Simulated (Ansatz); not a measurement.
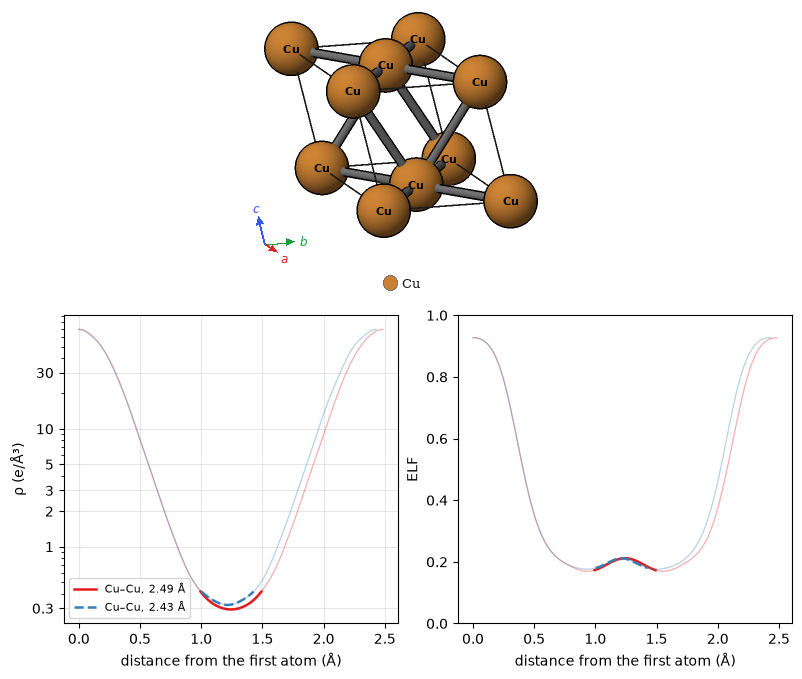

Figure 1: Cu. Valence charge density (pseudo) and electron localisation function along straight lines between neighbouring atoms. Thin, pale parts lie inside the atomic spheres. The structure is drawn too.

Space group P-1; a structure from a database of computed crystals, not necessarily the ambient phase; computed pressure about 8 GPa in this cell.

Level of theory: Kohn-Sham DFT of a periodic cell, PBE, Ansatz PAW in Ansatz 0.2.0.

Core electrons are frozen (PAW), and the valence fields are smoothed inside the atomic spheres.

The calculation's input:

```
crystal:
  lattice:
    - [-1.4613073134, 1.4715806188, 1.37398204]
    - [1.456053227, -1.4752289665, 1.37230683]
    - [1.4179584507, 1.4320280889, -1.3778349]
  atoms:
    - { symbol: Cu, position: [0.0, 0.0, 0.0] }
hamiltonian:
  xc: pbe
  pseudopotentials: { kind: paw }
kpoints:
  mp_grid: { grid: [13, 13, 13] }
scf:
  occupations: { method: fermi_dirac, width: 0.05 }
output:
  forces: true
  stress: true
  eigenvalues: true
  write_density: true
  write_potential: true
  elf: true
  volumetric_format: npy
```

Launched as:

```sh
ansatz run input.yaml --threads 2 --pin off --max-ram 5632MiB --backend cpu --events-out ev --progress --plain --runs-dir out
```

Below, planes, directions and counts refer to the standardised cell (a = 4.02 Å, b = 2.75 Å, c = 2.87 Å, α = 90.22°, β = 133.84°, γ = 89.74°).

Q: Compare the contacts.

A: Cu–Cu (2.49 Å): the density is about 0.29 e/Å³ at the midpoint; the ELF is about 0.20 at the midpoint: no shared electron pair shows on this line.
Cu–Cu (2.43 Å): ρ is about 0.32 e/Å³ halfway; the ELF is about 0.20 at the midpoint; no localised pair shows between them.
